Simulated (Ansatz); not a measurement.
ZrSi15O32 (cell with a defect)

Input file:

```
crystal:
  lattice:
    - [5.2865229236, 0.0, -8.9434898815]
    - [5.2865229236, 0.0, 8.9434898815]
    - [-5.2865229236, -9.6504593367, 0.0]
  atoms:
    - { symbol: Zr, position: [0.2847437046, 0.629952248, 0.4146959525] }
    - { symbol: Si, position: [0.5347437046, 0.379952248, 0.9146959525] }
    - { symbol: Si, position: [0.7847437046, 0.129952248, 0.4146959525] }
    - { symbol: Si, position: [0.0347437046, 0.879952248, 0.9146959525] }
    - { symbol: Si, position: [0.379952248, 0.0347437046, 0.9146959525] }
    - { symbol: Si, position: [0.629952248, 0.7847437046, 0.4146959525] }
    - { symbol: Si, position: [0.879952248, 0.5347437046, 0.9146959525] }
    - { symbol: Si, position: [0.129952248, 0.2847437046, 0.4146959525] }
    - { symbol: Si, position: [0.9652562954, 0.120047752, 0.0853040475] }
    - { symbol: Si, position: [0.2152562954, 0.870047752, 0.5853040475] }
    - { symbol: Si, position: [0.4652562954, 0.620047752, 0.0853040475] }
    - { symbol: Si, position: [0.7152562954, 0.370047752, 0.5853040475] }
    - { symbol: Si, position: [0.870047752, 0.7152562954, 0.5853040475] }
    - { symbol: Si, position: [0.120047752, 0.4652562954, 0.0853040475] }
    - { symbol: Si, position: [0.370047752, 0.2152562954, 0.5853040475] }
    - { symbol: Si, position: [0.620047752, 0.9652562954, 0.0853040475] }
    - { symbol: O, position: [0.9333525088, 0.8166474912, 0.75] }
    - { symbol: O, position: [0.1833525088, 0.5666474912, 0.25] }
    - { symbol: O, position: [0.4333525088, 0.3166474912, 0.75] }
    - { symbol: O, position: [0.6833525088, 0.0666474912, 0.25] }
    - { symbol: O, position: [0.3166474912, 0.9333525088, 0.75] }
    - { symbol: O, position: [0.5666474912, 0.6833525088, 0.25] }
    - { symbol: O, position: [0.8166474912, 0.4333525088, 0.75] }
    - { symbol: O, position: [0.0666474912, 0.1833525088, 0.25] }
    - { symbol: O, position: [0.4782527537, 0.2282527537, 0.9565055073] }
    - { symbol: O, position: [0.7282527537, 0.9782527537, 0.4565055073] }
    - { symbol: O, position: [0.9782527537, 0.7282527537, 0.9565055073] }
    - { symbol: O, position: [0.2282527537, 0.4782527537, 0.4565055073] }
    - { symbol: O, position: [0.7717472463, 0.0217472463, 0.0434944927] }
    - { symbol: O, position: [0.0217472463, 0.7717472463, 0.5434944927] }
    - { symbol: O, position: [0.2717472463, 0.5217472463, 0.0434944927] }
    - { symbol: O, position: [0.5217472463, 0.2717472463, 0.5434944927] }
    - { symbol: O, position: [0.7717472463, 0.5217472463, 0.5434944927] }
    - { symbol: O, position: [0.0217472463, 0.2717472463, 0.0434944927] }
    - { symbol: O, position: [0.2717472463, 0.0217472463, 0.5434944927] }
    - { symbol: O, position: [0.5217472463, 0.7717472463, 0.0434944927] }
    - { symbol: O, position: [0.4782527537, 0.7282527537, 0.4565055073] }
    - { symbol: O, position: [0.7282527537, 0.4782527537, 0.9565055073] }
    - { symbol: O, position: [0.9782527537, 0.2282527537, 0.4565055073] }
    - { symbol: O, position: [0.2282527537, 0.9782527537, 0.9565055073] }
    - { symbol: O, position: [0.75, 0.25, 0.5] }
    - { symbol: O, position: [1.0, 0.0, 1.0] }
    - { symbol: O, position: [0.25, 0.75, 0.5] }
    - { symbol: O, position: [0.5, 0.5, 0.0] }
    - { symbol: O, position: [0.5, 1.0, 1.0] }
    - { symbol: O, position: [0.75, 0.75, 0.5] }
    - { symbol: O, position: [1.0, 0.5, 1.0] }
    - { symbol: O, position: [0.25, 0.25, 0.5] }
  host:
    lattice:
      - [-2.6432614618, 4.8252296683, 4.4717449407]
      - [2.6432614618, -4.8252296683, 4.4717449407]
      - [2.6432614618, 4.8252296683, -4.4717449407]
    atoms:
      - { symbol: Si, position: [0.9305125909, 0.8452085434, 0.0853040475] }
      - { symbol: Si, position: [0.740095504, 0.1547914566, 0.5853040475] }
      - { symbol: Si, position: [0.0694874091, 0.1547914566, 0.9146959525] }
      - { symbol: Si, position: [0.259904496, 0.8452085434, 0.4146959525] }
      - { symbol: O, position: [0.1332949823, 0.8832949823, 0.25] }
      - { symbol: O, position: [0.8667050177, 0.1167050177, 0.75] }
      - { symbol: O, position: [0.7934944927, 0.5, 0.7934944927] }
      - { symbol: O, position: [0.2065055073, 0.0, 0.7065055073] }
      - { symbol: O, position: [0.2065055073, 0.5, 0.2065055073] }
      - { symbol: O, position: [0.7934944927, 0.0, 0.2934944927] }
      - { symbol: O, position: [0.0, 0.0, 0.0] }
      - { symbol: O, position: [0.5, 0.0, 0.5] }
basis:
  ecutwfc: 420
  xc_grid: 2
kpoints:
  mp_grid: { grid: [2, 2, 2], shift: [0.5, 0.5, 0.5] }
hamiltonian:
  xc: pbe
scf:
  occupations: { method: gaussian, width: 0.01 }
output:
  forces: true
  stress: false
  eigenvalues: true
  charged_corrections: { defect_position: [0.2847437, 0.62995225, 0.41469595] }
  write_density: true
  write_potential: true
  elf: true
  volumetric_format: npy
relax:
  adjacent_minimum: "off"
  f_tol: 0.025
  max_steps: 45
```

Launched as:

```sh
ansatz run input.yaml --threads 4 --pin off --max-ram 10240MiB --backend cpu --events-out ev --progress --plain --runs-dir out
```

The fields are those of the run's last geometry, not of the input's.

Theory: Ansatz 0.2.0, DFT PBE, scalar-relativistic, plane waves, PAW.

**What will maps of the valence pseudo-density and electron localisation function show?**

Si–O (1.62 Å): ρ is about 1.2 e/Å³ halfway; the ELF peaks at about 0.85 between the atoms (a short, strongly polar bond).

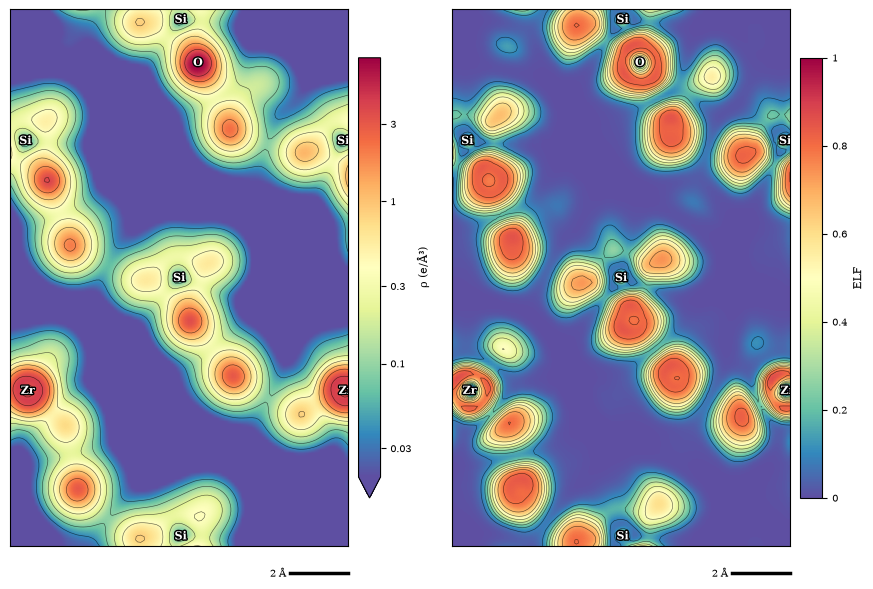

Computed valence pseudo-density and electron localisation function on the (110) plane of the calculation cell, in this order. Atoms just off the plane (Si, 0.6 Å away and O, 0.4 Å away) can leave unmarked features too.
